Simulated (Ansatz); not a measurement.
## Geometry relaxation of Pt (part 2 of 2)

Continued. System: Pt (slab, 3 atoms in the cell). Method: DFT PBE, scalar-relativistic, plane waves, PAW, PAW set soft_1, no spin polarisation (Ansatz 0.2.0); cutoff 420 eV, 10×10×1 k-mesh, Gaussian smearing of 0.1 eV. The structure derives from an entry of the Crystallography Open Database. The input holds or restrains some coordinates. Forces given for the steps count only the free coordinates.

Geometry of the input (Å; fractional positions):
```
2.8072  0.0000  0.0000
0.0000  2.8072  0.0000
0.0000  0.0000  17.9699
Pt 0.5000  0.5000  0.3895
Pt 0.0000  0.0000  0.5000
Pt 0.5000  0.5000  0.6105
```

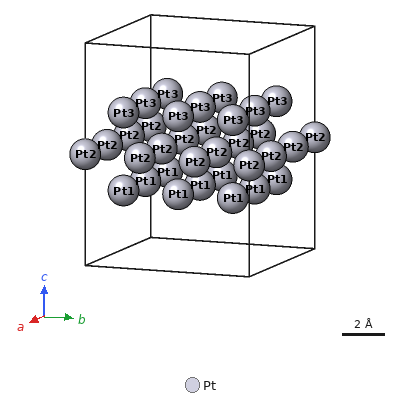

**Figure 1.** The geometry at step 2 of the log (spheres-only view of the 3 × 3 repeat of the cell, with the vacuum cut short, seen slightly off an axis; atoms are numbered from 1 in the order of the input).

**Log, continued**
```
relax step   3: F+E_penalty+E_count = -37572.31026432 eV  Δ(F+E_penalty+E_count) = -1.160e-2 eV  max|allowed force component| = 1.783e-2 eV/Å  Δτ_max = 0.0762 Å  (8 SCF iters, dr2 threshold 7.17e-6 eV, accepted)
iter 1 solved again at ethr=2.49e-9 eV; its pass at ethr=3.10e-3 eV (dr2=1.34e-6 eV) is discarded
SCF iter   1: F=—  HF=-37572.310254 eV  |F-HF|=—  |Δ(HF+E_count)|=         —  Δρ=2.15e-5  dr2=1.34e-6  ethr=2.49e-9  p=0.000 e·Å  D=3.83e-5 V/Å  ΔV_dip=-0.00 eV  dr2_dipole=2.32e-8  V_vac-E_F(+/−)=5.69/5.69 eV  ⟨swp⟩=1.0  Hψ=1890  notcnv=0
efield: sawtooth ramp at fractional position 0.9800 (handed on by an earlier solve), width 0.0400; the density the first Hamiltonian is built on has a dipole p = 0.000 e·Å; the dipole correction subtracts the counter field D = 3.83e-5 V/Å, which shifts the + side's vacuum level by -0.00 eV against the − side's; the planar-averaged density in the ramp window peaks in size at 7.2e-6 e/Å³
preconditioner: auto → LDOS  [metal: Δε(μ)=0.006 eV  Ē_g=7.132 eV  σ=0.100 eV  W_gap=0.03  n_scr=24 (ndim 8)  ℏωp=17.1 eV  f_vac=0.591  D(μ)=5.79/eV (n_scr^D=50)  β→1.0]
SCF iter   2: F=—  HF=-37572.310265 eV  |F-HF|=—  |Δ(HF+E_count)|=   1.16e-5  Δρ=1.40e-5  dr2=1.51e-6  ethr=2.48e-9  p=-0.000 e·Å  D=-2.22e-5 V/Å  ΔV_dip=0.00 eV  dr2_dipole=1.09e-7  V_vac-E_F(+/−)=5.69/5.69 eV  ⟨swp⟩=2.0  Hψ=990  notcnv=0
SCF iter   3: F=—  HF=-37572.310265 eV  |F-HF|=—  |Δ(HF+E_count)|=   1.06e-7  Δρ=8.92e-6  dr2=2.39e-7  ethr=2.48e-9  p=0.000 e·Å  D=1.89e-5 V/Å  ΔV_dip=-0.00 eV  dr2_dipole=1.97e-9  V_vac-E_F(+/−)=5.69/5.69 eV  ⟨swp⟩=2.0  Hψ=975  notcnv=0
SCF iter   4: F=-37572.310265 eV  HF=-37572.310265 eV  |F-HF|=3.39e-9  |Δ(HF+E_count)|=   6.36e-8  Δρ=2.78e-6  dr2=1.79e-8  ethr=1.85e-10  p=0.000 e·Å  D=1.37e-5 V/Å  ΔV_dip=-0.00 eV  dr2_dipole=8.23e-11  V_vac-E_F(+/−)=5.69/5.69 eV  ⟨swp⟩=5.3  Hψ=2964  notcnv=0
SCF 4 converged in 4 iterations: F = -37572.310265 eV  dr2 = 1.79e-8
relax step   4: F+E_penalty+E_count = -37572.31026541 eV  Δ(F+E_penalty+E_count) = -1.088e-6 eV  max|allowed force component| = 1.779e-2 eV/Å  Δτ_max = 0.0000 Å  (4 SCF iters, accepted)
```

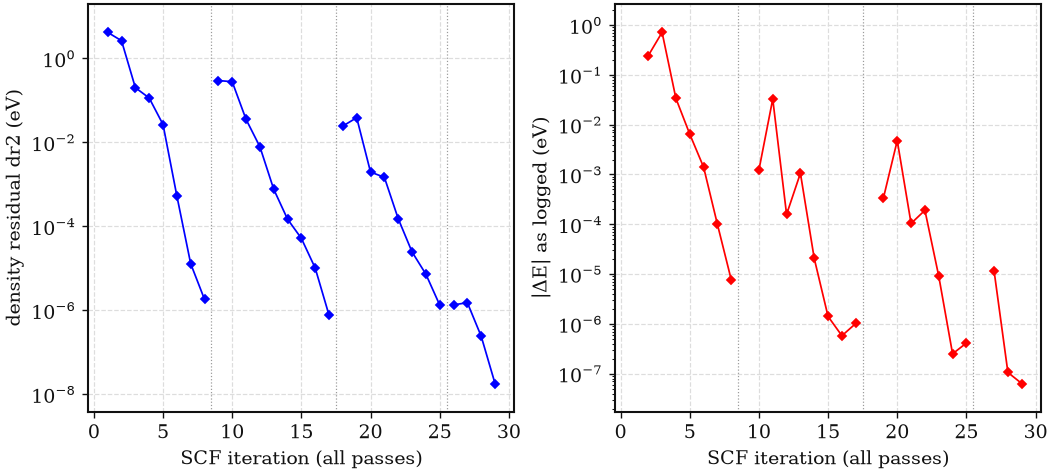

**Figure 2.** Convergence of the self-consistent field: density residual dr2 and size of the energy change against the SCF iteration. The dotted lines part the SCF passes of the relaxation: geometry steps, rejected trials and re-solves on a re-selected basis. The passes take 8, 9, 8 and 4 iterations.

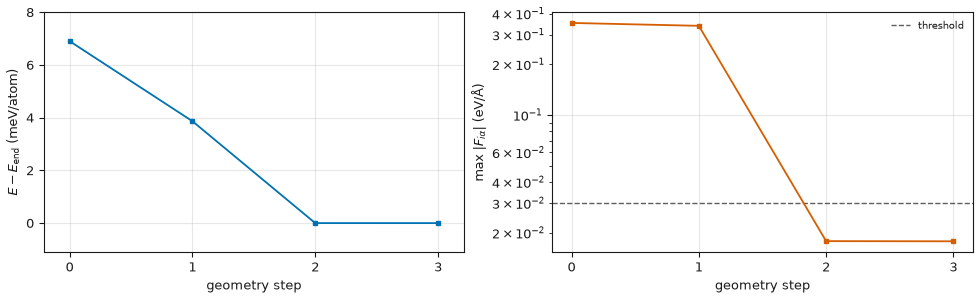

**Figure 3.** Progress of the restrained relaxation, step by step (the first geometry is step 0 here and step 1 in the log).

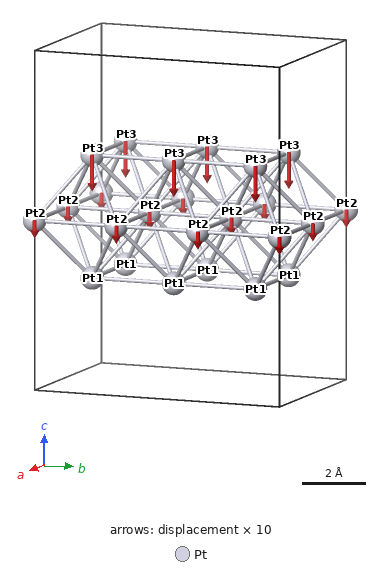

**Figure 4.** The starting structure with the displacements as red arrows, magnified 10 times (ball-and-stick view of the 2 × 3 repeat of the cell, with the vacuum cut short, seen slightly off an axis). The atom that moves furthest is Pt3 (0.12 Å). The cell stays as it was. Among the contacts that change: Pt1–Pt2 2.807 → 2.766 Å. The energy falls by 6.9 meV per atom in 3 geometry steps. Largest force component: 0.35 eV/Å at the start, 0.018 eV/Å at the end. (Atoms are counted from 1 in the order of the input.)

```
SCF converged after 4 iterations
Free energy (F): -37572.310265 eV
Harris-Foulkes:  -37572.310265 eV  (|F-HF|=3.39e-9)
Internal energy: -37572.281298 eV  (E = F + TS)
E sigma→0 (E₀):  -37572.295782 eV
Entropy (-TS):   -0.028967 eV (-9.656 meV/atom)
Fermi energy:    3.566510 eV
Dipole field:    D = -0.000001 V/Å  (p = -0.000001 e·Å, saw-weighted, corrected)
Work function:   Φ+ = 5.6879 eV   Φ− = 5.6879 eV
Levels:          The Fermi level and band energies are counted from a zero that moves with the ramp; work functions are not
--- Per-component energies (eV) ---
  E_band       = -1427.499089
  E_kinetic    = 1786.442235
  E_local      = -52004.737652  (includes V_loc(G=0)·N_el)
  E_nonlocal   = 611.958400
  E_hartree    = 24970.154816
  E_xc         = -693.216915
  E_vxc        = -808.836065  (∫ρ·V_xc dr)
  E_paw        = -28451.538332  (= ΣΔE_a)
  E_vpaw       = -952.649389  (= ΣTr[D̂ρ^β])
  E_aug_tail   = 0.003488  (compensation charges beyond the density's cutoff)
  E_efield     = 0.000000  (sawtooth field / dipole correction)
  E_vefield    = -0.000002  (∫n·V_field dr)
  E_ewald      = 16208.652661
  E_smearing   = -0.028967  (= −TS)
  E_closure    = -0.000000  (closes the sum)
  Σ components = -37572.310265   (vs F -37572.310265, Δ=0.00e0)
--- Forces (eV/Å), atoms counted from 1 ---
  atom   1  Pt     0.00000000     0.00000000    -0.00865338
  atom   2  Pt    -0.00000000     0.00000000    -0.00913537
  atom   3  Pt     0.00000000     0.00000000     0.01778940
  max |Σ_I F_I| component: 6.59e-7 eV/Å
--- Band table (eV; the first three rows and the last of 21) ---
  k-point 0: bands = ["-95.0186", "-94.3488", "-94.3470", "-49.2752", "-49.0290", "-49.0290", "-48.4673", "-48.4673", "-48.4586", "-48.4586", "-48.3555", "-48.3248", "-5.3025", "-2.7870", "-2.6566", "-2.3738", "-1.0525", "-0.1269", "0.4724", "0.4724", "1.3691", "1.9182", "2.2361", "2.2823", "2.2823", "3.1986", "3.3926", "3.6518", "3.7097", "3.7097", "5.6842", "8.9562", "9.6246"]
  k-point 1: bands = ["-95.0177", "-94.3479", "-94.3461", "-49.2730", "-49.0519", "-49.0265", "-48.4862", "-48.4807", "-48.4656", "-48.4578", "-48.3505", "-48.3253", "-5.0625", "-2.6051", "-2.4885", "-2.2018", "-0.9511", "-0.0090", "0.3229", "0.5016", "1.5058", "1.7010", "1.7883", "2.0644", "2.5636", "2.9635", "3.1302", "3.5247", "3.8015", "3.9641", "6.4781", "9.1415", "9.8588"]
  k-point 2: bands = ["-95.0153", "-94.3456", "-94.3438", "-49.2681", "-49.1109", "-49.0201", "-48.5383", "-48.5340", "-48.4613", "-48.4555", "-48.3388", "-48.3269", "-4.4177", "-2.3548", "-2.2103", "-1.5767", "-0.4422", "0.1784", "0.2930", "0.5538", "1.1718", "1.2555", "1.4054", "2.1841", "2.5134", "2.6013", "2.6875", "3.3947", "3.8251", "4.9148", "7.8264", "9.6849", "10.5489"]
  k-point 20: bands = ["-94.9999", "-94.3305", "-94.3287", "-49.2350", "-49.2350", "-49.2082", "-48.6633", "-48.6633", "-48.6447", "-48.6447", "-48.3155", "-48.3126", "-2.6471", "-2.2207", "-2.0873", "-2.0873", "-1.1288", "0.1202", "0.1202", "2.3831", "2.8414", "2.8414", "2.9694", "3.4029", "3.9088", "4.4107", "4.4139", "7.1877", "7.1877", "10.9428", "10.9428", "11.1465", "11.2276"]
--- Relaxed structure (4 steps of the walk, 4 accepted, 0 SCFs on fresh bases) ---
  F+E_penalty+E_count = -37572.31026541 eV   max|allowed force component| = 1.779e-2 eV/Å
  atoms:
    - { symbol: Pt, position: [0.5, 0.5, 0.3895396475] }
    - { symbol: Pt, position: [6.003171391688795e-35, 0.0, 0.49673925844401895] }
    - { symbol: Pt, position: [0.5, 0.5, 0.6038632049850636] }
```

**Trajectory as extended XYZ (Å, eV, eV/Å), 4 frames, from step=1 to step=4**
```
3
Lattice="2.8072 0.0000 0.0000 0.0000 2.8072 0.0000 0.0000 0.0000 17.9699" Properties=species:S:1:pos:R:3:forces:R:3 step=1 energy=-37572.28955
Pt    1.4036    1.4036    7.0000    0.0000   0.0000   0.3524
Pt    0.0000    0.0000    8.9850    0.0000   0.0000   0.0000
Pt    1.4036    1.4036   10.9699    0.0000   0.0000  -0.3524
3
Lattice="2.8072 0.0000 0.0000 0.0000 2.8072 0.0000 0.0000 0.0000 17.9699" Properties=species:S:1:pos:R:3:forces:R:3 step=2 energy=-37572.29867
Pt    1.4036    1.4036    7.0000    0.0000   0.0000  -0.2415
Pt    0.0000    0.0000    8.8941    0.0000   0.0000  -0.0972
Pt    1.4036    1.4036   10.7752    0.0000   0.0000   0.3388
3
Lattice="2.8072 0.0000 0.0000 0.0000 2.8072 0.0000 0.0000 0.0000 17.9699" Properties=species:S:1:pos:R:3:forces:R:3 step=3 energy=-37572.31026
Pt    1.4036    1.4036    7.0000    0.0000   0.0000  -0.0091
Pt    0.0000    0.0000    8.9264    0.0000   0.0000  -0.0090
Pt    1.4036    1.4036   10.8514    0.0000   0.0000   0.0178
3
Lattice="2.8072 0.0000 0.0000 0.0000 2.8072 0.0000 0.0000 0.0000 17.9699" Properties=species:S:1:pos:R:3:forces:R:3 step=4 energy=-37572.31027
Pt    1.4036    1.4036    7.0000    0.0000   0.0000  -0.0087
Pt    0.0000    0.0000    8.9264    0.0000   0.0000  -0.0091
Pt    1.4036    1.4036   10.8514    0.0000   0.0000   0.0178
```

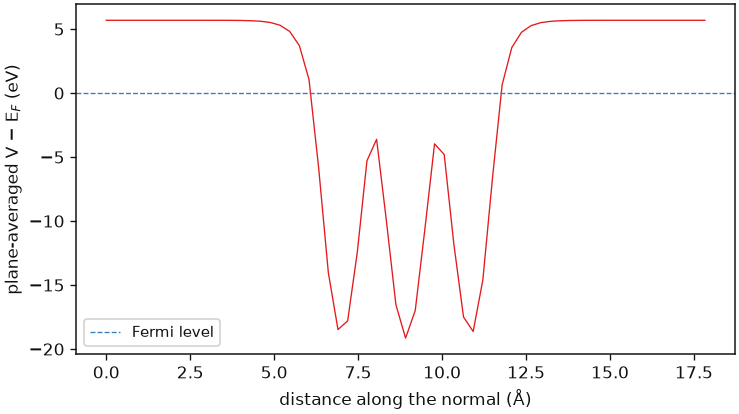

**Figure 5.** Plane average of the electrostatic potential energy of an electron across the cell, from the Fermi level. The vacuum level lies 5.69 eV above the Fermi level.
